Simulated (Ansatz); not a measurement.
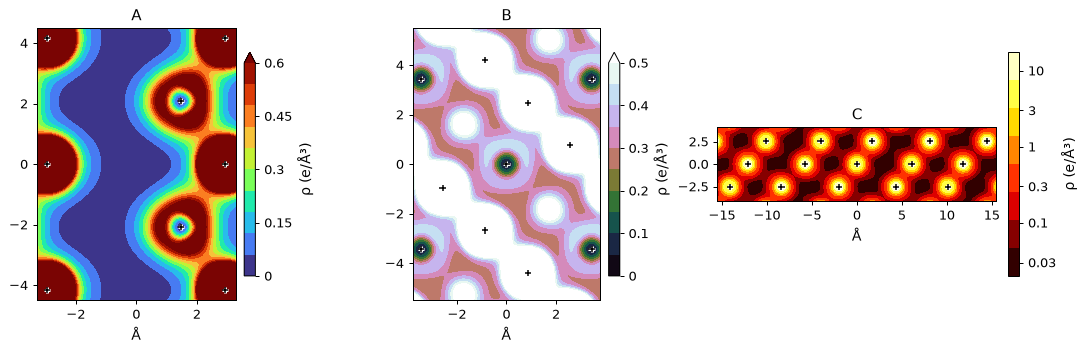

The valence electron density of 3 systems, each on a plane through atoms (crosses mark nuclei in the plane).

Method: DFT PBEsol, scalar-relativistic, plane waves, PAW in Ansatz 0.2.0.

System 1: Bi2Te3, the (110) plane of the conventional cell. Space group R-3m.

System 2: SiMo3, the (011̄) plane of the conventional cell. Space group R3c; changed on purpose from its base cell (all Si atoms moved +0.125 Å, as atom 1 along Cartesian [1 1 1]); not relaxed (largest force 1.2 eV/Å); computed without spin polarisation.

```
Si Mo
1.0
     4.86159   -4.86159    0.00000
     0.00000    4.86159   -4.86159
     4.86159    4.86159    4.86159
Si Mo
6 18
Direct
  0.00000 0.00000 0.01484
  0.66667 0.33333 0.34818
  0.33333 0.66667 0.68151
  0.33333 0.66667 0.18151
  0.00000 0.00000 0.51484
  0.66667 0.33333 0.84818
  0.00000 0.75000 0.25000
  0.66667 0.08333 0.58333
  0.33333 0.41667 0.91667
  0.41667 0.08333 0.08333
  0.08333 0.41667 0.41667
  0.75000 0.75000 0.75000
  0.66667 0.58333 0.08333
  0.33333 0.91667 0.41667
  0.00000 0.25000 0.75000
  0.25000 0.25000 0.25000
  0.91667 0.58333 0.58333
  0.58333 0.91667 0.91667
  0.91667 0.33333 0.08333
  0.58333 0.66667 0.41667
  0.25000 0.00000 0.75000
  0.75000 0.00000 0.25000
  0.41667 0.33333 0.58333
  0.08333 0.66667 0.91667
```

System 3: InP, the (101) plane of the conventional cell. Space group F-43m.

Q: Which map belongs to which system?

A: Panel A is system 3, InP: the plane holds In and P. In–P (2.55 Å): the density is about 0.45 e/Å³ at the midpoint. Panel B is system 2, SiMo3: the plane holds Si and Mo. Mo–Mo (2.43 Å): ρ is about 0.65 e/Å³ halfway. Panel C is system 1, Bi2Te3: the plane holds Bi and Te. Bi–Te (3.06 Å): ρ is about 0.29 e/Å³ halfway.
